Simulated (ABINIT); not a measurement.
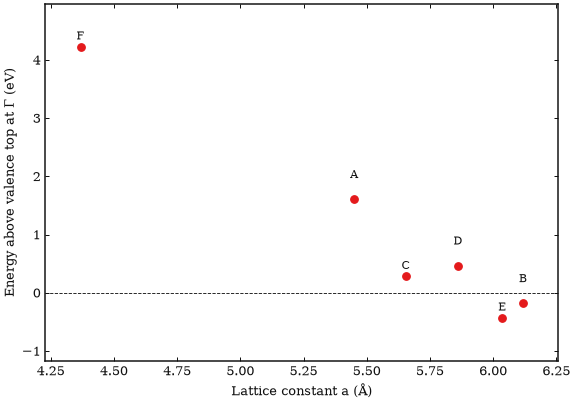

Lowest conduction level at Γ, counted from the valence-band top at Γ, for six zincblende crystals against the lattice constant, each in its database cell. A negative value at Γ means that the s-like level, then filled, lies under the p-like triplet: the bands are inverted and there is no gap. All by ABINIT with LDA, without spin-orbit coupling, no moments; potentials: JTH PAW LDA v2.0.

> Which letter is which compound? They are GaAs, InP, GaP, InAs, AlN and GaSb.

A is GaP; B is GaSb; C is GaAs; D is InP; E is InAs; F is AlN.

> Does the value at Γ follow the lattice constant?

Closely: it falls by about 2.6 eV per Å (correlation −0.98). More than one element changes from compound to compound, so size isn't the only cause. The lowest value is −0.43 eV (InAs) and the highest 4.22 eV (AlN).

```
compound  a (Å)    k mesh  Γ (eV)  smallest gap found (eV)
     AlN  4.368  13×13×13    4.22                     3.32
     GaP  5.451  10×10×10    1.61                     1.45
    GaAs  5.654  10×10×10    0.28                     0.28
     InP  5.861  10×10×10    0.46                     0.46
    InAs  6.036  10×10×10   −0.43                     none
    GaSb  6.118  10×10×10   −0.18                     none
```

Spin-orbit coupling is left out, which matters for Sb, In and As. LDA, GGA and most meta-GGA functionals understate gaps. The usual form of AlN is wurtzite. GaP: measured GaP has its conduction bottom near X; the order of its valleys hangs on the functional and the volume. Measured InAs has a positive gap at its own volume; this functional understates it. Measured GaSb has a positive gap at its own volume; this functional understates it. The cells are as the databases list them, so they lie at different pressures for this functional. In AlN and GaP the smallest gap lies off the points plotted.
